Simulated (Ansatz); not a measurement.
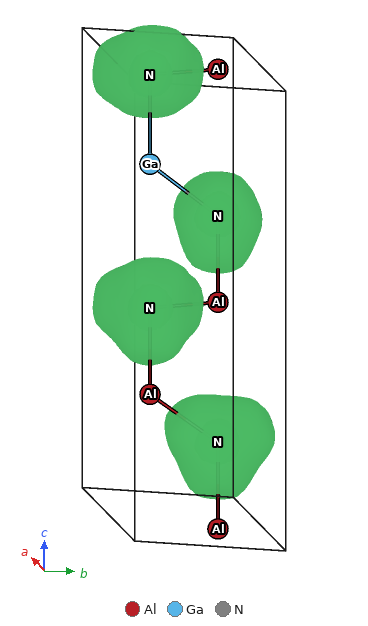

Figure. Al$_{3}$GaN$_{4}$. Isosurface of the electron localisation function at 0.7 (green), seen at an oblique angle. Only the valence region is drawn (cores and ρ < 0.01 e/Å³ removed). Sticks mark near contacts.

Space group P3m1; started from the ordered alloy on wurtzite lattice prototype, which need not be the ambient phase.

Theory: Ansatz, DFT, PBE0, plane waves, PAW.

What do the ELF domains correspond to?

The surface consists of four regions on N in which the atom's valence shell and bonds are merged, counted in one cell of 8 atoms. Any copies at cell faces, edges or corners count once. Profiles from the grid: Al–N (1.89 Å): the ELF peaks at about 0.90 between the atoms: a shared but strongly polarised pair. Ga–N (1.92 Å): the ELF peaks at about 0.85 in the valence shell of N, 0.7 Å from its nucleus, and is about 0.50 at the midpoint.

Metal or insulator at this level of theory?

It is gapped, with a Kohn–Sham gap of 5.4 eV on the k-point mesh (the band edges may lie off the mesh, which would make the gap smaller).
